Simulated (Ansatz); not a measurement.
**Geometry relaxation, with input and output: Zr3Si (part 2 of 2)**

The same run, continued: Zr3Si (8 atoms in the cell); DFT r2SCAN, scalar-relativistic, plane waves, PAW, no spin polarisation (Ansatz 0.2.0); cutoff 500 eV, 6×6×8 k-mesh, Gaussian smearing of 0.1 eV. The structure derives from a Materials Project entry.

Geometry of the input (Å; fractional positions):
```
6.1174  0.0000  0.0000
-3.0587  5.2978  0.0000
0.0000  0.0000  4.9711
Zr 0.3455  0.1727  0.7500
Zr 0.8273  0.1727  0.7500
Zr 0.8273  0.6545  0.7500
Zr 0.6545  0.8273  0.2500
Zr 0.1727  0.8273  0.2500
Zr 0.1727  0.3455  0.2500
Si 0.6667  0.3333  0.2500
Si 0.3333  0.6667  0.7500
```

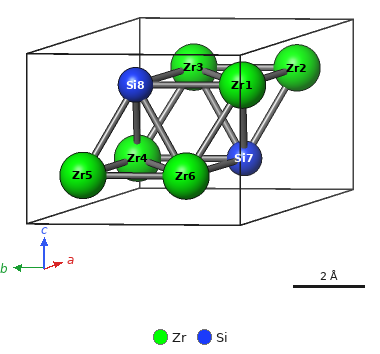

Figure 1. The geometry at step 3 of the log (ball-and-stick view of the cell of the calculation, seen at an oblique angle; atoms are numbered from 1 in the order of the input).

## Output, continued
```
SCF iter   1: F=—  HF=-26451.281037 eV  |F-HF|=—  |Δ(HF+E_count)|=         —  Δρ=6.97e-5  dr2=2.01e-5  dr2_τ=7.11e-5  ethr=2.70e-8  ⟨swp⟩=3.0  Hψ=7396  notcnv=0
preconditioner: auto → Kerker (q_TF=auto, 2.432 Å⁻¹)  [metal: Δε(μ)=0.009 eV  Ē_g=4.117 eV  σ=0.100 eV  W_gap=0.05  n_scr=44 (ndim 8)  ℏωp=16.6 eV  f_vac=0.000  D(μ)=6.61/eV (n_scr^D=58)]
SCF iter   2: F=—  HF=-26451.281077 eV  |F-HF|=—  |Δ(HF+E_count)|=   3.99e-5  Δρ=3.76e-5  dr2=5.72e-6  dr2_τ=7.52e-8  ethr=2.51e-8  ⟨swp⟩=2.0  Hψ=2842  notcnv=0
SCF iter   3: F=—  HF=-26451.280911 eV  |F-HF|=—  |Δ(HF+E_count)|=   1.66e-4  Δρ=1.17e-5  dr2=5.08e-7  dr2_τ=2.24e-8  ethr=7.15e-9  ⟨swp⟩=2.0  Hψ=2213  notcnv=0
SCF iter   4: F=—  HF=-26451.280911 eV  |F-HF|=—  |Δ(HF+E_count)|=   5.60e-8  Δρ=4.58e-6  dr2=4.24e-8  dr2_τ=1.27e-9  ethr=6.35e-10  ⟨swp⟩=2.0  Hψ=2218  notcnv=0
SCF iter   5: F=—  HF=-26451.280911 eV  |F-HF|=—  |Δ(HF+E_count)|=   2.58e-9  Δρ=1.35e-6  dr2=3.15e-9  dr2_τ=1.26e-10  ethr=5.30e-11  ⟨swp⟩=2.0  Hψ=2231  notcnv=0
SCF iter   6: F=-26451.280911 eV  HF=-26451.280911 eV  |F-HF|=7.28e-11  |Δ(HF+E_count)|=  8.44e-10  Δρ=3.46e-7  dr2=3.01e-10  dr2_τ=7.74e-12  ethr=2.09e-12  ⟨swp⟩=6.5  Hψ=8116  notcnv=0
SCF 5 converged in 6 iterations: F = -26451.280911 eV  dr2 = 3.01e-10
  greatest PAW one-centre occupation: 0.989 electrons in one spin orbital (limit 2), on the Zr atom at site 3 (counted from 0), in its partial waves of l = 0
relax step   5: F+E_penalty+E_count = -26451.28091088 eV  Δ(F+E_penalty+E_count) = -1.214e-5 eV  max|allowed force component| = 8.631e-5 eV/Å  Δτ_max = 0.0004 Å  P = +0.000 GPa  Ω = 159.329 Å³  energy of the carried Pulay correction = +8.526e-4 eV  (6 SCF iters, dr2 threshold 1.67e-9 eV, accepted)
Initial wavefunctions: pseudopotential atomic-orbital guess (no wavefunctions were taken with the density)
iter 1 solved again at ethr=1.70e-7 eV; its pass at ethr=3.10e-3 eV (dr2=1.36e-4 eV) is discarded
SCF iter   1: F=—  HF=-26451.280240 eV  |F-HF|=—  |Δ(HF+E_count)|=         —  Δρ=3.13e-5  dr2=1.60e-7  dr2_τ=1.74e-6  ethr=1.70e-7  ⟨swp⟩=3.2  Hψ=11647  notcnv=0
preconditioner: auto → Kerker (q_TF=auto, 2.432 Å⁻¹)  [metal: Δε(μ)=0.008 eV  Ē_g=4.117 eV  σ=0.100 eV  W_gap=0.05  n_scr=44 (ndim 8)  ℏωp=16.6 eV  f_vac=0.000  D(μ)=6.61/eV (n_scr^D=58)]
SCF iter   2: F=—  HF=-26451.280074 eV  |F-HF|=—  |Δ(HF+E_count)|=   1.66e-4  Δρ=1.63e-5  dr2=4.32e-8  dr2_τ=7.35e-8  ethr=2.00e-10  ⟨swp⟩=2.0  Hψ=3093  notcnv=0
SCF iter   3: F=—  HF=-26451.280074 eV  |F-HF|=—  |Δ(HF+E_count)|=   8.51e-8  Δρ=9.45e-7  dr2=2.63e-10  dr2_τ=3.27e-10  ethr=5.40e-11  ⟨swp⟩=3.0  Hψ=3464  notcnv=0
SCF iter   4: F=-26451.280074 eV  HF=-26451.280074 eV  |F-HF|=2.18e-11  |Δ(HF+E_count)|=  6.48e-10  Δρ=1.33e-7  dr2=2.16e-11  dr2_τ=7.03e-12  ethr=1.00e-12  ⟨swp⟩=7.7  Hψ=8529  notcnv=0
SCF 6 converged in 4 iterations: F = -26451.280074 eV  dr2 = 2.16e-11
relax step   6: F+E_penalty+E_count = -26451.28007396 eV  Δ(F+E_penalty+E_count) = +8.369e-4 eV  max|allowed force component| = 9.645e-5 eV/Å  Δτ_max = 0.0000 Å  P = -0.001 GPa  Ω = 159.329 Å³  stress off target by 1.68e-3 GPa  SCF on the basis re-selected at this cell (its energy is not comparable with the rows above)  (4 SCF iters)
basis re-selected at this cell: Δ(F+E_penalty+E_count) = +8.369e-4 eV, ΔP = -0.002 GPa vs the last step (what re-selecting the basis moved, of the pressure what is left beyond the Pulay correction that the steps carried, after the strain that the cell walked since its last selection, with what the two solves' SCF thresholds leave and, on support functions, any second-order correction that the steps lacked; it is no measure of the basis error at this ecutwfc). This SCF's stress stands 1.68e-3 GPa from its target on what of the cell is left free (relax.cell.stress_tol is 5.00e-2 GPa) and its largest allowed force component is 9.64e-5 eV/Å (relax.f_tol is 5.00e-3 eV/Å): within both
SCF converged after 4 iterations
Free energy (F): -26451.280074 eV
Harris-Foulkes:  -26451.280074 eV  (|F-HF|=2.18e-11)
Internal energy: -26451.247019 eV  (E = F + TS)
E sigma→0 (E₀):  -26451.263547 eV
Entropy (-TS):   -0.033055 eV (-4.132 meV/atom)
Fermi energy:    14.284330 eV
--- Per-component energies (eV) ---
  E_band       = -549.720607
  E_kinetic    = 2084.354191
  E_local      = -3904.458640  (includes V_loc(G=0)·N_el)
  E_nonlocal   = 529.003809
  E_hartree    = 1262.536611
  E_xc         = -1039.411423
  E_vxc        = -1369.915874  (∫ρ·V_xc dr)
  E_paw        = -18866.202174  (= ΣΔE_a)
  E_vpaw       = -492.661623  (= ΣTr[D̂ρ^β])
  E_aug_tail   = 0.000072  (compensation charges beyond the density's cutoff)
  E_vtau       = 78.884298  (kinetic-family band-sum trace: ∫τ·v_τ [+ j·A + Jᵃ·Aᵃ] dr)
  E_ewald      = -6515.928149
  E_core_change = -1.141316  (= ΣΔE_core)
  E_smearing   = -0.033055  (= −TS)
  E_closure    = 0.000000  (closes the sum)
  Σ components = -26451.280074   (vs F -26451.280074, Δ=0.00e0)
--- Forces (eV/Å), atoms counted from 1 ---
  atom   1  Zr    -0.00008353    -0.00004822     0.00000000
  atom   2  Zr     0.00008353    -0.00004822     0.00000000
  atom   3  Zr     0.00000000     0.00009645     0.00000000
  atom   4  Zr     0.00008353     0.00004822     0.00000000
  atom   5  Zr    -0.00008353     0.00004822     0.00000000
  atom   6  Zr    -0.00000000    -0.00009645     0.00000000
  atom   7  Si     0.00000000     0.00000000     0.00000000
  atom   8  Si     0.00000000    -0.00000000     0.00000000
  max |Σ_I F_I| component: 8.67e-18 eV/Å
--- Stress (GPa, compression-positive) ---
       -0.001680       0.000000       0.000000
        0.000000      -0.001680       0.000000
        0.000000       0.000000      -0.000254
  P = ⅓ Tr σ = -0.0012 GPa (-0.012 kbar)
--- Band table (eV; the first three rows and the last of 35) ---
  k-point 0: bands = ["-36.1165", "-35.9488", "-35.9246", "-35.9246", "-35.8446", "-35.8446", "-14.1107", "-13.9649", "-13.8536", "-13.7331", "-13.7331", "-13.6301", "-13.6301", "-13.5536", "-13.5536", "-13.2731", "-13.1072", "-13.1072", "-13.0060", "-12.9335", "-12.8285", "-12.8285", "-12.8257", "-12.8257", "4.7849", "6.0516", "10.2962", "10.9954", "11.2352", "11.2352", "11.3750", "11.3750", "11.7410", "12.0560", "12.1171", "12.1171", "12.7553", "12.7553", "13.7908", "14.2819", "14.6740", "14.6740", "15.1250", "15.1250", "15.1633", "16.6897", "16.6897", "16.7051"]
  k-point 1: bands = ["-36.1102", "-35.9553", "-35.9216", "-35.9216", "-35.8476", "-35.8476", "-14.1063", "-13.9817", "-13.8122", "-13.7881", "-13.7881", "-13.6615", "-13.6615", "-13.4754", "-13.4754", "-13.2606", "-13.0957", "-13.0957", "-13.0397", "-12.9468", "-12.8296", "-12.8296", "-12.8256", "-12.8256", "4.8780", "6.0219", "10.4852", "10.6439", "11.3394", "11.3394", "11.3651", "11.3651", "11.5811", "12.1936", "12.1936", "12.3350", "12.6109", "12.6109", "13.7230", "14.4555", "14.6507", "14.6507", "15.1652", "15.1652", "15.2922", "16.5663", "16.8165", "16.8165"]
  k-point 2: bands = ["-36.0922", "-35.9737", "-35.9129", "-35.9129", "-35.8563", "-35.8563", "-14.0940", "-14.0078", "-13.8548", "-13.8548", "-13.7346", "-13.7346", "-13.7150", "-13.3433", "-13.3433", "-13.2247", "-13.1340", "-13.0782", "-13.0782", "-12.9846", "-12.8326", "-12.8326", "-12.8271", "-12.8271", "5.1255", "5.9510", "10.1291", "10.7699", "11.3582", "11.3582", "11.3908", "11.6082", "11.6082", "12.3343", "12.3343", "12.4082", "12.4082", "12.7345", "13.6236", "14.5212", "14.5212", "14.6578", "15.0682", "15.0682", "15.6732", "16.2512", "16.8916", "16.8916"]
  k-point 34: bands = ["-35.9879", "-35.9879", "-35.9309", "-35.9309", "-35.8847", "-35.8847", "-13.8348", "-13.8348", "-13.7649", "-13.7649", "-13.6389", "-13.6389", "-13.4831", "-13.4831", "-13.4088", "-13.4088", "-13.2295", "-13.2295", "-13.0619", "-13.0619", "-12.9917", "-12.9917", "-12.8975", "-12.8975", "6.2251", "6.2251", "9.7364", "9.7364", "10.7250", "10.7250", "11.6804", "11.6804", "12.1333", "12.1333", "13.4776", "13.4776", "13.4881", "13.4881", "13.6956", "13.6956", "14.7312", "14.7312", "15.1893", "15.1893", "15.4049", "15.4049", "16.0025", "16.0025"]
--- Relaxed structure (5 steps of the walk, 4 accepted, 1 SCFs on fresh bases) ---
  F+E_penalty+E_count = -26451.28007396 eV   max|allowed force component| = 9.645e-5 eV/Å   (the final SCF, on the basis selected at the relaxed cell)
  cell:  # Å, volume = 159.3294 Å³
    - [6.098331477634513, -1.1277180602869759e-36, 0.0]
    - [-3.0491657388172566, 5.281309980329782, 0.0]
    - [0.0, 0.0, 4.947016332703274]
  atoms:
    - { symbol: Zr, position: [0.3452321777559422, 0.1726160888779711, 0.7499999999999999] }
    - { symbol: Zr, position: [0.8273839111220288, 0.1726160888779711, 0.7499999999999999] }
    - { symbol: Zr, position: [0.8273839111220289, 0.6547678222440577, 0.7499999999999999] }
    - { symbol: Zr, position: [0.6547678222440577, 0.8273839111220288, 0.24999999999999997] }
    - { symbol: Zr, position: [0.17261608887797109, 0.8273839111220288, 0.24999999999999997] }
    - { symbol: Zr, position: [0.1726160888779711, 0.3452321777559422, 0.24999999999999997] }
    - { symbol: Si, position: [0.6666666666666666, 0.3333333333333333, 0.24999999999999997] }
    - { symbol: Si, position: [0.3333333333333333, 0.6666666666666666, 0.7499999999999999] }
```

## Trajectory as extended XYZ (Å, eV, eV/Å), 6 frames, from step=1 to step=6
```
8
Lattice="6.1174 0.0000 0.0000 -3.0587 5.2978 0.0000 0.0000 0.0000 4.9711" Properties=species:S:1:pos:R:3:forces:R:3 step=1 energy=-26451.27281 pressure_GPa=-1.24
Zr    1.5850    0.9151    3.7283   -0.0305  -0.0176   0.0000
Zr    4.5324    0.9151    3.7283    0.0305  -0.0176   0.0000
Zr    3.0587    3.4676    3.7283    0.0000   0.0352   0.0000
Zr    1.4737    4.3827    1.2428    0.0305   0.0176   0.0000
Zr   -1.4737    4.3827    1.2428   -0.0305   0.0176   0.0000
Zr    0.0000    1.8302    1.2428    0.0000  -0.0352   0.0000
Si    3.0587    1.7659    1.2428    0.0000   0.0000   0.0000
Si    0.0000    3.5319    3.7283    0.0000   0.0000   0.0000
8
Lattice="6.0582 0.0000 0.0000 -3.0291 5.2465 0.0000 0.0000 0.0000 4.9074" Properties=species:S:1:pos:R:3:forces:R:3 step=2 energy=-26451.24937 pressure_GPa=2.56 accepted=F
Zr    1.5592    0.9002    3.6805    0.1752   0.1011   0.0000
Zr    4.4990    0.9002    3.6805   -0.1752   0.1011   0.0000
Zr    3.0291    3.4461    3.6805    0.0000  -0.2023   0.0000
Zr    1.4699    4.3463    1.2268   -0.1752  -0.1011   0.0000
Zr   -1.4699    4.3463    1.2268    0.1752  -0.1011   0.0000
Zr    0.0000    1.8004    1.2268    0.0000   0.2023   0.0000
Si    3.0291    1.7488    1.2268    0.0000   0.0000   0.0000
Si    0.0000    3.4977    3.6805    0.0000   0.0000   0.0000
8
Lattice="6.0984 0.0000 0.0000 -3.0492 5.2814 0.0000 0.0000 0.0000 4.9499" Properties=species:S:1:pos:R:3:forces:R:3 step=3 energy=-26451.28081 pressure_GPa=-0.07
Zr    1.5782    0.9112    3.7124    0.0096   0.0055   0.0000
Zr    4.5202    0.9112    3.7124   -0.0096   0.0055   0.0000
Zr    3.0492    3.4590    3.7124    0.0000  -0.0111   0.0000
Zr    1.4710    4.3702    1.2375   -0.0096  -0.0055   0.0000
Zr   -1.4710    4.3702    1.2375    0.0096  -0.0055   0.0000
Zr    0.0000    1.8224    1.2375    0.0000   0.0111   0.0000
Si    3.0492    1.7605    1.2375    0.0000   0.0000   0.0000
Si    0.0000    3.5209    3.7124    0.0000   0.0000   0.0000
8
Lattice="6.0978 0.0000 0.0000 -3.0489 5.2809 0.0000 0.0000 0.0000 4.9481" Properties=species:S:1:pos:R:3:forces:R:3 step=4 energy=-26451.28090 pressure_GPa=-0.00
Zr    1.5785    0.9113    3.7111    0.0045   0.0026   0.0000
Zr    4.5193    0.9113    3.7111   -0.0045   0.0026   0.0000
Zr    3.0489    3.4582    3.7111    0.0000  -0.0052   0.0000
Zr    1.4704    4.3695    1.2370   -0.0045  -0.0026   0.0000
Zr   -1.4704    4.3695    1.2370    0.0045  -0.0026   0.0000
Zr    0.0000    1.8227    1.2370    0.0000   0.0052   0.0000
Si    3.0489    1.7603    1.2370    0.0000   0.0000   0.0000
Si    0.0000    3.5206    3.7111    0.0000   0.0000   0.0000
8
Lattice="6.0983 0.0000 0.0000 -3.0492 5.2813 0.0000 0.0000 0.0000 4.9470" Properties=species:S:1:pos:R:3:forces:R:3 step=5 energy=-26451.28091 pressure_GPa=0.00
Zr    1.5790    0.9116    3.7103   -0.0001   0.0000   0.0000
Zr    4.5193    0.9116    3.7103    0.0001   0.0000   0.0000
Zr    3.0492    3.4580    3.7103    0.0000   0.0001   0.0000
Zr    1.4702    4.3697    1.2368    0.0001   0.0000   0.0000
Zr   -1.4702    4.3697    1.2368   -0.0001   0.0000   0.0000
Zr    0.0000    1.8233    1.2368    0.0000  -0.0001   0.0000
Si    3.0492    1.7604    1.2368    0.0000   0.0000   0.0000
Si    0.0000    3.5209    3.7103    0.0000   0.0000   0.0000
8
Lattice="6.0983 0.0000 0.0000 -3.0492 5.2813 0.0000 0.0000 0.0000 4.9470" Properties=species:S:1:pos:R:3:forces:R:3 step=6 energy=-26451.28007 pressure_GPa=-0.00
Zr    1.5790    0.9116    3.7103   -0.0001   0.0000   0.0000
Zr    4.5193    0.9116    3.7103    0.0001   0.0000   0.0000
Zr    3.0492    3.4580    3.7103    0.0000   0.0001   0.0000
Zr    1.4702    4.3697    1.2368    0.0001   0.0000   0.0000
Zr   -1.4702    4.3697    1.2368   -0.0001   0.0000   0.0000
Zr    0.0000    1.8233    1.2368    0.0000  -0.0001   0.0000
Si    3.0492    1.7604    1.2368    0.0000   0.0000   0.0000
Si    0.0000    3.5209    3.7103    0.0000   0.0000   0.0000
```

## Results in brief

| quantity | value |
| --- | --- |
| outcome | converged |
| space group (tolerance 0.01 Å) | P6₃/mmc (194) |
| electrons treated | 80 |
| free energy | −26451.2801 eV |
| Fermi energy | 14.284 eV |
| gap on the k-point mesh | none (metallic) |
| pressure | 0.00 GPa |
| final volume | 159.33 Å³ |
| largest force (length of the vector) at the end | under 0.001 eV/Å |
| final cell | a = 6.098 Å, b = 6.098 Å, c = 4.947 Å, α = 90.00°, β = 90.00°, γ = 120.00° |
| hardware | 2 threads of Arm Neoverse V2, 24 GiB of memory available, shared host |
| wall time | 1.7 min (CPU time 3.4 min) |
| peak memory | 0.93 GiB |
